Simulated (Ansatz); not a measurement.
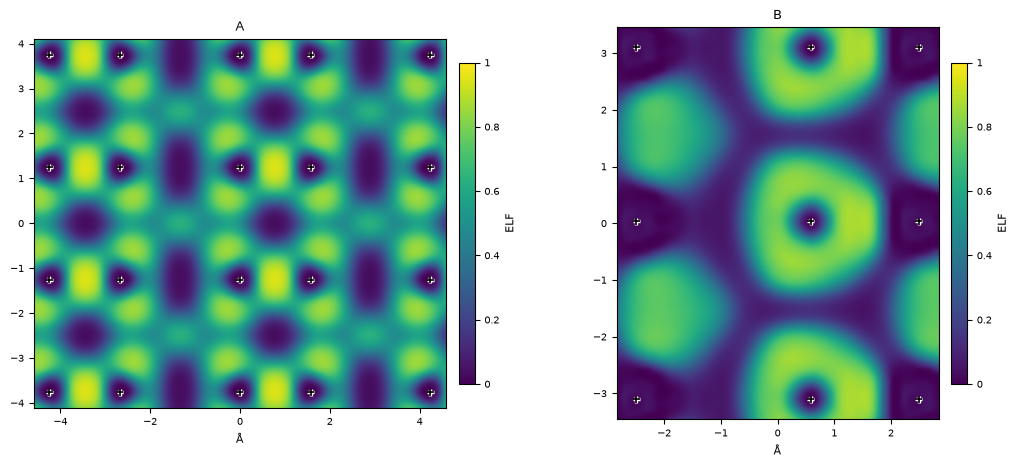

The electron localisation function of 2 systems, each on a plane through atoms (crosses mark nuclei in the plane).

Method: DFT r2SCAN, scalar-relativistic, plane waves, PAW in Ansatz.

System 1: C, the (010) plane of the conventional cell. Space group Cmmm; a structure from a database of computed crystals, not necessarily the ambient phase.

```
C
1.0
     4.24120    0.00000    0.00000
     0.00000    8.73892    0.00000
     0.00000    0.00000    2.50471
C
16
Direct
  0.31476 0.66658 0.00000
  0.81476 0.16658 0.00000
  0.18524 0.83342 0.00000
  0.68524 0.33342 0.00000
  0.18524 0.16658 0.00000
  0.68524 0.66658 0.00000
  0.31476 0.33342 0.00000
  0.81476 0.83342 0.00000
  0.31553 0.91080 0.50000
  0.81553 0.41080 0.50000
  0.18447 0.58920 0.50000
  0.68447 0.08920 0.50000
  0.18447 0.41080 0.50000
  0.68447 0.91080 0.50000
  0.31553 0.08920 0.50000
  0.81553 0.58920 0.50000
```

System 2: AlN, the (110) plane of the conventional cell. Space group Pna2₁.

```yaml
crystal:
  lattice:
    - [0.00000, -5.38090, 0.00000]
    - [-3.10667, 0.00000, 0.00000]
    - [0.00000, 0.00000, -4.97840]
  atoms:
    - { symbol: Al, position: [0.16667, 0.51207, 0.99831] }
    - { symbol: Al, position: [0.66667, 0.98793, 0.99831] }
    - { symbol: Al, position: [0.33333, 0.01207, 0.49831] }
    - { symbol: Al, position: [0.83333, 0.48793, 0.49831] }
    - { symbol: N, position: [0.16667, 0.51086, 0.61669] }
    - { symbol: N, position: [0.66667, 0.98914, 0.61669] }
    - { symbol: N, position: [0.33333, 0.01086, 0.11669] }
    - { symbol: N, position: [0.83333, 0.48914, 0.11669] }
```

Which map belongs to which system?

Panel A is system 1, C: the plane holds C. C–C (1.57 Å): the ELF peaks at about 0.95 between the atoms: localised, covalent bonding. Panel B is system 2, AlN: the plane holds Al and N. Al–N (1.90 Å): the ELF peaks at about 0.90 between the atoms: a shared but strongly polarised pair.
